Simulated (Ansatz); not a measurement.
PbO

Input file:

```
crystal:
  lattice:
    - [-5.3216698824, 5.3216698824, 2.8201828438]
    - [5.3216698824, -5.3216698824, 2.8201828438]
    - [5.3216698824, 5.3216698824, -2.8201828438]
  atoms:
    - { symbol: Pb, position: [0.2546920607, 0.125, 0.6296920607] }
    - { symbol: Pb, position: [0.4953079393, 0.625, 0.3703079393] }
    - { symbol: Pb, position: [0.875, 0.5046920607, 0.1296920607] }
    - { symbol: Pb, position: [0.375, 0.7453079393, 0.8703079393] }
    - { symbol: O, position: [0.875, 0.7918302844, 0.4168302844] }
    - { symbol: O, position: [0.375, 0.4581697156, 0.5831697156] }
    - { symbol: O, position: [0.2081697156, 0.625, 0.0831697156] }
    - { symbol: O, position: [0.5418302844, 0.125, 0.9168302844] }
basis:
  ecutwfc: 420
kpoints:
  mp_grid: { grid: [6, 6, 6] }
hamiltonian:
  xc: pbe
scf:
  occupations: { method: gaussian, width: 0.02 }
output:
  forces: true
  stress: true
  eigenvalues: true
  write_density: true
  write_potential: true
  elf: true
  volumetric_format: npy
relax:
  adjacent_minimum: "off"
  f_tol: 0.01
  max_steps: 80
  cell: { stress_tol: 0.05 }
```

Run with:

```sh
ansatz run input.yaml --threads 1 --pin off --max-ram 2560MiB --backend cpu --events-out ev --progress --plain --runs-dir out
```

Below, planes, directions and counts refer to the conventional cell (a = 11.64 Å, b = 11.64 Å, c = 3.92 Å, α = 90.00°, β = 90.00°, γ = 90.00°).

The fields are those of the relaxed geometry.

Space group I-42d; a structure generated by program, which may or may not match a known phase.

Method: DFT PBE, scalar-relativistic, plane waves, PAW (Ansatz 0.2.0).

Core electrons are frozen (PAW), and the valence fields are smoothed inside the atomic spheres.

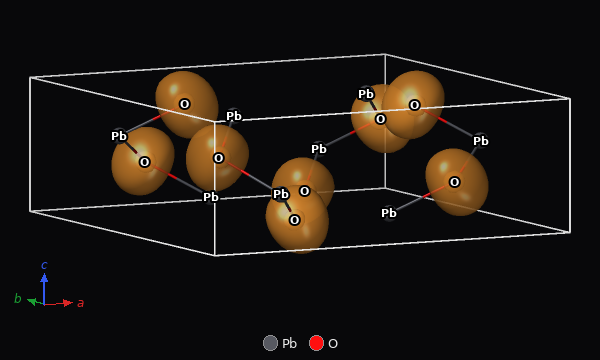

Figure 1. Isosurface of the electron localisation function at 0.65 (orange), seen at an oblique angle. Only the valence region is drawn (cores and ρ < 0.01 e/Å³ removed). Sticks mark near contacts.

Identify the bonds, lone pairs and shells in this picture.

Answer. At this value the surface marks out eight regions wrapped around O (the valence shell of each), counted in one cell of 16 atoms. Any copies at cell faces, edges or corners count once. Profiles from the grid: Pb–O (2.18 Å): the ELF peaks at about 0.80 in the valence shell of O, 0.6 Å from its nucleus, and drops to about 0.20 between the two atoms.

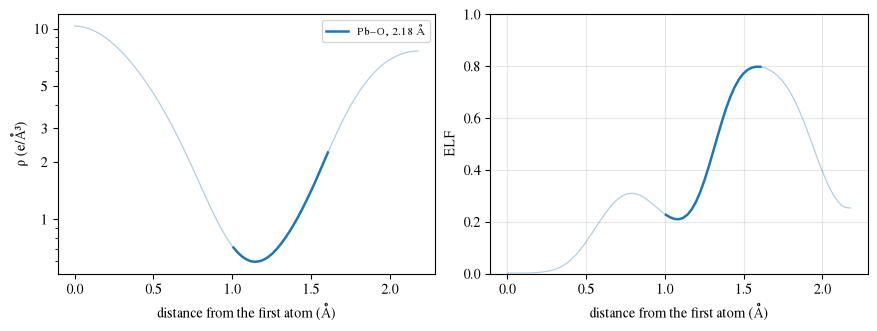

Figure 2. Valence electron density and ELF along straight lines between neighbouring atoms. Thin, pale parts lie inside the atomic spheres.

What can be read from the curves?

Answer. Pb–O (2.18 Å): ρ is about 0.62 e/Å³ halfway; the ELF peaks at about 0.80 in the valence shell of O, 0.6 Å from its nucleus, and drops to about 0.20 between the two atoms.

Metal or insulator at this level of theory?

Answer. It is gapped, with a Kohn–Sham gap of 1.8 eV on the k-point mesh (the band edges may lie off the mesh, which would make the gap smaller).
